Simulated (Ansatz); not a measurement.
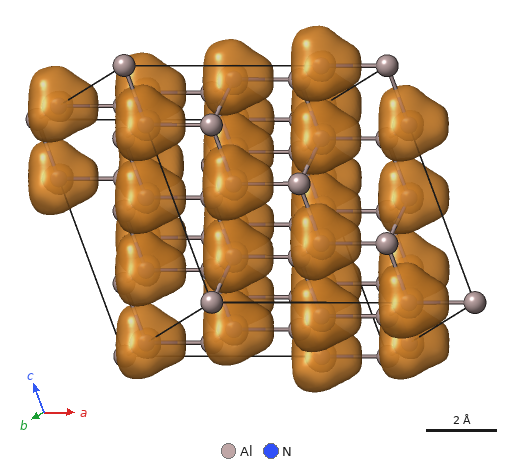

The picture shows: Al₁₆N₁₅ (cell with a defect). Isosurface of the electron localisation function at 0.7 (orange), seen at an oblique angle. Only the valence region is drawn (cores and ρ < 0.01 e/Å³ removed). Sticks mark near contacts.

Spin-polarised.

All numbers below come from DFT PBE, scalar-relativistic, plane waves, PAW in Ansatz 0.2.0.

Core electrons are frozen (PAW), and the valence fields are smoothed inside the atomic spheres.

```
CELL_PARAMETERS angstrom
-4.40317 -4.40317 4.40317
4.40317 -4.40317 -4.40317
4.40317 4.40317 4.40317
ATOMIC_POSITIONS crystal
Al 0.25000 0.00084 0.75000
Al 0.00162 0.00064 0.00064
Al 0.50084 0.75000 0.75000
Al 0.25000 0.75000 0.00084
Al 0.99936 0.75000 0.25098
Al 0.74902 0.99838 0.24902
Al 0.50064 0.00064 0.50162
Al 0.99936 0.25098 0.75000
Al 0.75098 0.49936 0.75000
Al 0.50064 0.50162 0.00064
Al 0.25000 0.49936 0.25098
Al 0.99916 0.49916 0.49916
Al 0.75098 0.75000 0.49936
Al 0.74902 0.24902 0.99838
Al 0.49838 0.24902 0.24902
Al 0.25000 0.25098 0.49936
N 0.00003 0.75000 0.99994
N 0.49994 0.50003 0.75000
N 0.25000 0.50003 0.99994
N 0.00006 0.50006 0.25010
N 0.75000 0.75000 0.25000
N 0.49994 0.75000 0.50003
N 0.00003 0.99994 0.75000
N 0.75000 0.25000 0.75000
N 0.49997 0.24990 0.99997
N 0.25000 0.25000 0.25000
N 0.00006 0.25010 0.50006
N 0.75010 0.50006 0.50006
N 0.74990 0.99997 0.99997
N 0.49997 0.99997 0.24990
N 0.25000 0.99994 0.50003
```

**What do the ELF domains correspond to?**

The surface consists of 15 regions on N in which the atom's valence shell and bonds are merged and one pocket between the atoms, centred on no nucleus (multi-centre or interstitial), counted in one cell of 31 atoms. Regions shared between cells count once.

Values along the shortest contacts:
Al–N (1.90 Å): the ELF peaks at about 0.90 in the valence shell of N, 0.8 Å from its nucleus, and is about 0.85 at the midpoint.

**Does the calculation give a band gap?**

It is gapless in this calculation (a metal or semimetal).
